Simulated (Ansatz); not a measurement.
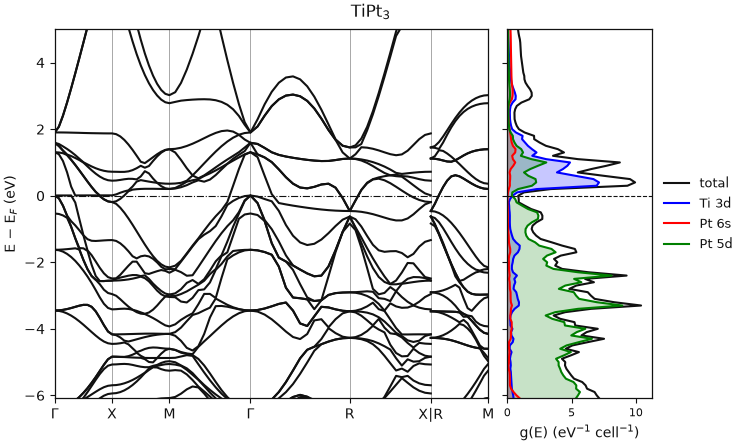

Band structure and density of states. Energies are counted from the Fermi level. The partial curves are projected on Löwdin-orthogonalised atomic shells.

**Which Bravais lattice do the labels of the path belong to?**

A simple cubic lattice: the path Γ–X–M–Γ–R–X|R–M runs through the special points of its Brillouin zone.

This input was run:

```
crystal:
  lattice:
    - [3.9481842857, 0.0, 0.0]
    - [0.0, 3.9481842857, 0.0]
    - [0.0, 0.0, 3.9481842857]
  atoms:
    - { symbol: Ti, position: [0.0, 0.0, 0.0] }
    - { symbol: Pt, position: [0.0, 0.5, 0.5] }
    - { symbol: Pt, position: [0.5, 0.0, 0.5] }
    - { symbol: Pt, position: [0.5, 0.5, 0.0] }
basis:
  ecutwfc: 420
kpoints:
  mp_grid: { grid: [10, 10, 10] }
  band_path:
    path:
      - [[0.0, 0.0, 0.0], [0.0, 0.5, 0.0], [0.5, 0.5, 0.0], [0.0, 0.0, 0.0], [0.5, 0.5, 0.5], [0.0, 0.5, 0.0]]
      - [[0.5, 0.5, 0.5], [0.5, 0.5, 0.0]]
    npoints: 14
hamiltonian:
  xc: pbe
scf:
  occupations: { method: gaussian, width: 0.1 }
  n_extra_bands: 10
output:
  forces: true
  stress: true
  eigenvalues: true
  populations: true
  dos: { projected: true, de: 0.02, nscf_kmesh: { grid: [15, 15, 15] } }
  bader: true
  write_density: true
  write_potential: true
  elf: true
  volumetric_format: npy
```

Command:
```bash
ansatz run input.yaml --threads 1 --pin off --max-ram 2560MiB --backend cpu --events-out ev --progress --plain --runs-dir out
```

**Does this material conduct, going by its bands?**

A metal: bands cross the Fermi level along this path.

**What is the density of states at the Fermi level?**

The density of states at the Fermi level isn't well fixed here: it changes fast, and within 0.3 eV it runs from 0.85 to 9.3 per eV and cell.

**Where is the centre of the Ti 3d band?**

Over the range shown, the centre of the Ti 3d weight lies 0.0 eV above the Fermi level, and about 30 % of the shell is filled.

Spin-orbit coupling is left out, which matters for Pt.
